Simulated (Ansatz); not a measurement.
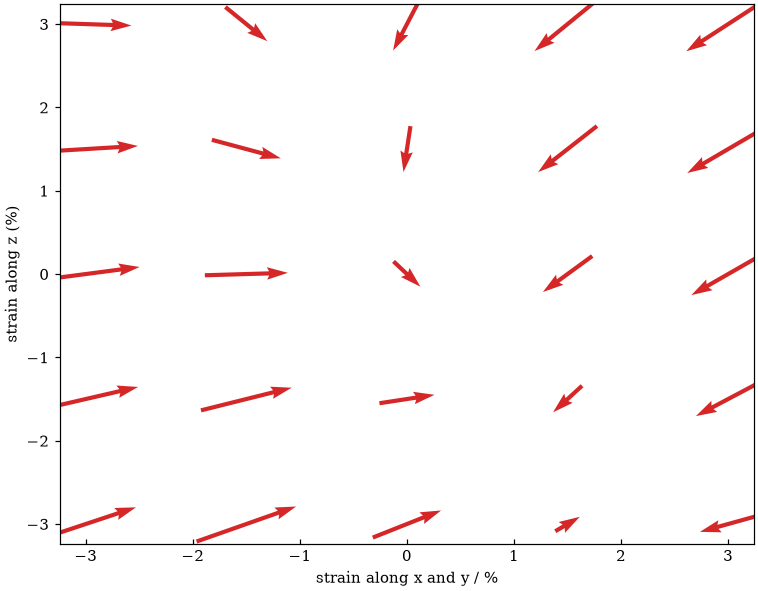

Si (I4/mmm, No. 139; 1 atom in the cell). The cell is strained homogeneously, by one strain along x and y and another along z, with fractional coordinates fixed (x along [1 0 0], z along [0 0 1] of the conventional cell). Coordinates scanned: (1) strain along x and y; (2) strain along z. The scan uses a 5 × 5 grid. The reference cell is the one listed in the database, not relaxed at this level. Theory: DFT r2SCAN, scalar-relativistic, plane waves, PAW in Ansatz. Settings: cutoff 500 eV, k-mesh 22×22×22, gaussian smearing 0.15 eV, no spin polarisation.

Drawn: arrows along the force (downhill), their lengths compressed.

Question: The arrows alone are given. Where is the energy lowest?

Answer: The arrows converge at about strain along x and y = 1.5 %, strain along z = −2.6 % (read from the interpolated surface).

The energy map of the same scan:

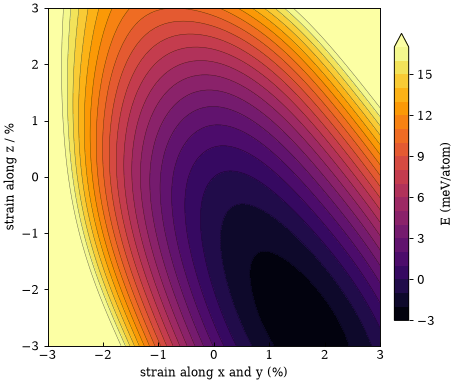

Energies are in meV/atom, from the unstrained cell; between grid points the surface is interpolated.
